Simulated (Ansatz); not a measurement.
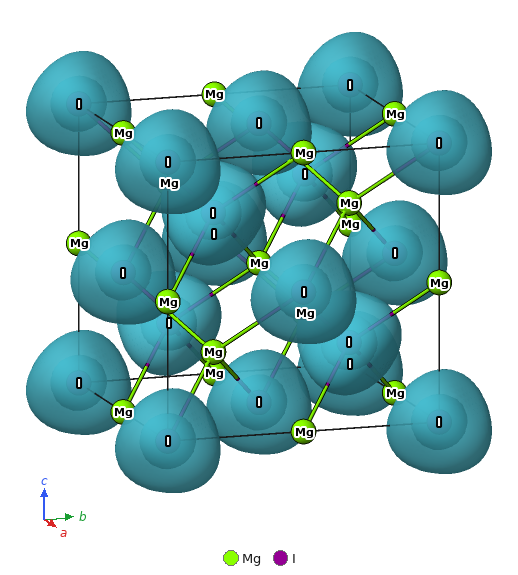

Figure 1: MgI. Isosurface of the ELF at 0.6 (cyan), seen slightly off an axis. Only the valence region is drawn (cores and ρ < 0.01 e/Å³ removed). Sticks mark near contacts.

Space group Fd-3m; a structure generated by program, which may or may not match a known phase.

Method: Ansatz, DFT PBE, scalar-relativistic, plane waves, PAW.

Input

```
crystal:
  lattice:
    - [0.0, 4.028125697, 4.028125697]
    - [4.028125697, 0.0, 4.028125697]
    - [4.028125697, 4.028125697, 0.0]
  atoms:
    - { symbol: Mg, position: [0.25, 0.25, 0.25] }
    - { symbol: Mg, position: [0.0, 0.0, 0.0] }
    - { symbol: I, position: [0.5, 0.5, 0.5] }
    - { symbol: I, position: [0.75, 0.75, 0.75] }
basis:
  ecutwfc: 420
kpoints:
  mp_grid: { grid: [10, 10, 10] }
hamiltonian:
  xc: pbe
scf:
  occupations: { method: gaussian, width: 0.1 }
output:
  forces: true
  stress: true
  eigenvalues: true
  write_density: true
  write_potential: true
  elf: true
  volumetric_format: npy
relax:
  adjacent_minimum: "off"
  f_tol: 0.01
  max_steps: 80
  cell: { stress_tol: 0.05 }
```

Run with:

```sh
ansatz run input.yaml --threads 1 --pin off --max-ram 2048MiB --backend cpu --events-out ev --progress --plain --runs-dir out
```

Below, planes, directions and counts refer to the conventional cell (a = 8.08 Å, b = 8.08 Å, c = 8.08 Å, α = 90.00°, β = 90.00°, γ = 90.00°).

The fields are those of the relaxed geometry.

Where are the electrons localised?

Answer. At this value the surface marks out eight regions wrapped around I (the valence shell of each), counted in one cell of 16 atoms. Regions shared between cells count once. Profiles from the grid: Mg–I (3.50 Å): the ELF peaks at about 0.75 in the valence shell of I, 1.3 Å from its nucleus, and is about 0.50 at the midpoint.

Does the calculation give a band gap?

Answer. It is metallic or semimetallic at this level of theory: no gap opens.
